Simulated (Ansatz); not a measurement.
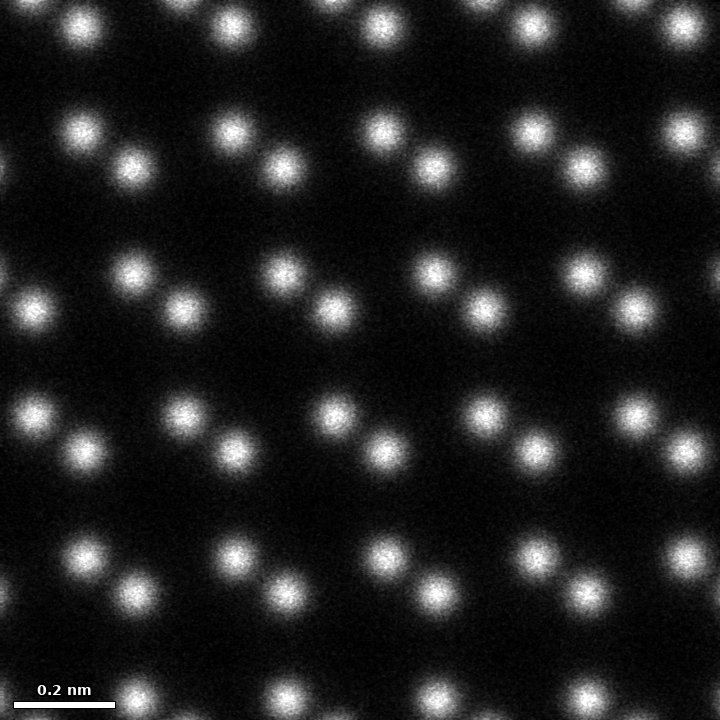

Dark-field STEM-like image of a crystal. Simulated incoherent Z contrast: every atom adds Z^1.6 spread by a probe of 0.60 Å full width; channelling and multiple scattering are left out. The probe carries 25 % of its weight in a tail 2.5 times as wide. Shot noise and a slight drift were added.

What two-dimensional lattice does the image show, and how large is its cell?

Answer. The pattern repeats on a centred rectangular net of 3.5 × 4.9 Å.

Which plane group does this projection have?

Answer. c2mm: perpendicular mirror lines on a centred net, with further twofold points between them.

How many columns does the smallest repeating cell hold, and how many levels of brightness?

Answer. 2 columns in the primitive cell of 8.4 Å², all of one brightness.

The crystal is Mn (Fd-3m, No. 227) seen along [110]. Model: the input geometry of an electronic-structure calculation (not necessarily at equilibrium); the starting structure was generated, so it need not be a known form of this composition.
